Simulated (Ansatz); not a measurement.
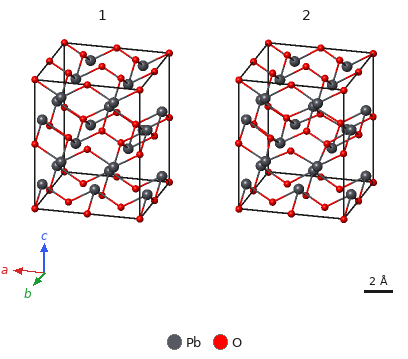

Two geometries of a defect cell of composition Pb₁₅O₁₆ (cell charge −2), drawn at one scale. One is the start of a relaxation, the other its converged end. Style: ball-and-stick. Shown: the cell of the calculation (origin shifted), from a free direction.

Method: Ansatz, DFT, PBE, plane-wave PAW, default files, scalar-relativistic. (plane-wave cutoff 420 eV; k-point mesh 3 × 3 × 2; occupations fermi dirac; smearing width 0.01 eV; no spin polarisation; atoms relaxed in a fixed cell; force threshold 0.03 eV/Å; at most 40 steps)

Q: Which geometry has the lower energy?

A: Structure 2 is the relaxed one. The largest moves, 0.17 Å, are those of O atoms. Largest moves by element: O 0.17 Å, Pb 0.10 Å. The lattice vectors keep their values. Among the contacts that change: O–Pb 2.311 → 2.233 Å, O–Pb 2.311 → 2.361 Å, O–Pb 2.311 → 2.265 Å, O–Pb 2.311 → 2.339 Å. Among the angles between lasting bonds that change: O–Pb–O 74.9° → 85.3°, O–Pb–O 118.6° → 110.9°, O–Pb–O 118.6° → 123.4°. The energy falls by 0.801 eV per cell of the calculation in 4 accepted moves (5 points after the start). Largest force component: 1.1 eV/Å at the start, 0.021 eV/Å at the end. 1 step only repeated the SCF at the same geometry.

Limits of the set-up: the periodic images lie only 7.9 Å apart, so the values are limited by the cell's size; the cell is charged, on a uniform background, and energies carry no finite-size correction.
